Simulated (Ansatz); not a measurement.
# Hf2N (slab): what the fields show

Input file:

```
crystal:
  lattice:
    - [3.2274489607, 0.0, 0.0]
    - [0.0, 7.4890229864, 0.0]
    - [0.0, 0.0, 24.7017544579]
  atoms:
    - { symbol: Hf, position: [0.5, 0.7045366965, 0.3036221582] }
    - { symbol: Hf, position: [0.5, 0.2954633035, 0.3036221582] }
    - { symbol: "N", position: [0.0, 0.5, 0.3036221582] }
    - { symbol: "N", position: [0.5, 0.0, 0.3036221582] }
    - { symbol: Hf, position: [0.0, 0.0, 0.365633139] }
    - { symbol: Hf, position: [0.0, 0.5, 0.3932000655] }
    - { symbol: Hf, position: [0.5, 0.2045366965, 0.4552110463] }
    - { symbol: Hf, position: [0.5, 0.7954633035, 0.4552110463] }
    - { symbol: "N", position: [0.0, 0.0, 0.4552110463] }
    - { symbol: "N", position: [0.5, 0.5, 0.4552110463] }
    - { symbol: Hf, position: [0.0, 0.5, 0.5172220272] }
    - { symbol: Hf, position: [0.0, 0.0, 0.5447889537] }
    - { symbol: Hf, position: [0.5, 0.7045366965, 0.6067999345] }
    - { symbol: Hf, position: [0.5, 0.2954633035, 0.6067999345] }
    - { symbol: "N", position: [0.0, 0.5, 0.6067999345] }
    - { symbol: "N", position: [0.5, 0.0, 0.6067999345] }
    - { symbol: Hf, position: [0.0, 0.0, 0.6688109153] }
    - { symbol: Hf, position: [0.0, 0.5, 0.6963778418] }
basis:
  ecutwfc: 420
kpoints:
  mp_grid: { grid: [11, 5, 1] }
hamiltonian:
  xc: pbesol
scf:
  occupations: { method: gaussian, width: 0.1 }
output:
  forces: true
  eigenvalues: true
  write_density: true
  write_potential: true
  elf: true
  volumetric_format: npy
efield:
  axis: 3
  dipole_correction: true
  ramp_width: 0.04
```

Run with:

```sh
ansatz run input.yaml --threads 4 --pin off --max-ram 9216MiB --backend cpu --events-out ev --progress --plain --runs-dir out
```

Not relaxed (largest force 2.0 eV/Å).

Level of theory: DFT PBEsol, scalar-relativistic, plane waves, PAW in Ansatz 0.2.0.

In a PAW calculation such maps are meaningful between the atoms, not at the nuclei.

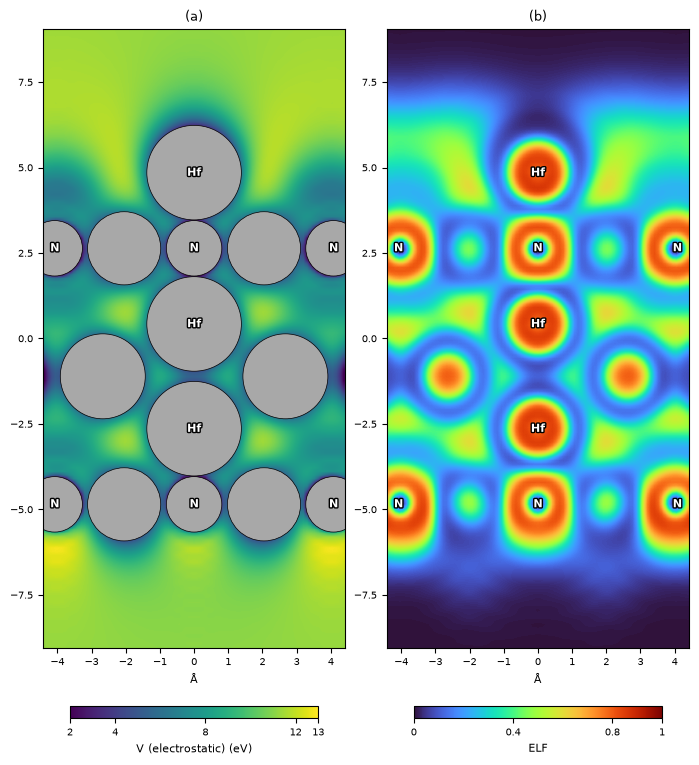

Figure 1. (a) electrostatic potential (local pseudopotential plus Hartree) felt by an electron; (b) ELF on the (110) plane of the calculation cell, a cut from vacuum to vacuum. Grey discs cover the atomic cores in the potential map.

> Interpret the plot.

- The plane passes through N and Hf nuclei.
- Atoms just off the plane (Hf, 0.6 Å away) can leave unmarked features too.
- Hf–N (2.21 Å): the ELF peaks at about 0.80 in the valence shell of N, 0.6 Å from its nucleus, and is about 0.15 at the midpoint: no shared electron pair shows on this line.
- Hf–Hf (3.06 Å): the ELF is about 0.10 at the midpoint: no localised pair shows between them.
- The features right at Hf lie inside the PAW spheres, where the map follows smoothed inner orbitals and isn't to be read closely.

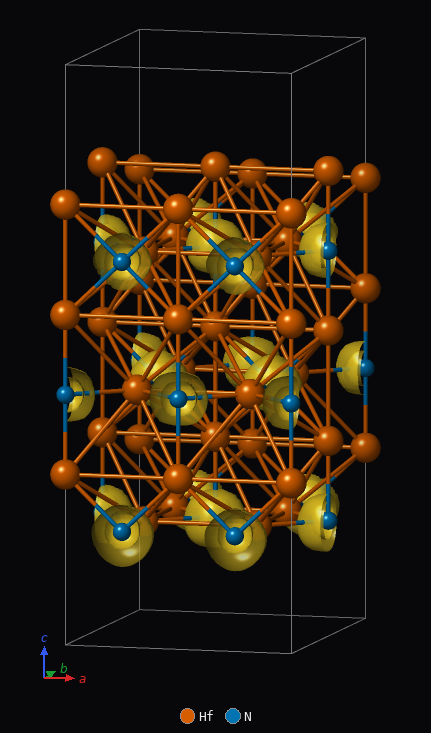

Figure 2. Isosurface of the ELF at 0.75 (yellow), seen slightly off an axis. Core shells and regions of very low density are left out. Sticks mark near contacts.

> Identify the bonds, lone pairs and shells in this picture.

The ELF exceeds this value in six regions wrapped around N (the valence shell of each), counted in one cell of 18 atoms. Counts are for one cell; the picture repeats the cell along the surface.

> Does the calculation make it a metal, or give it a gap?

It is metallic or semimetallic at this level of theory: no gap opens.
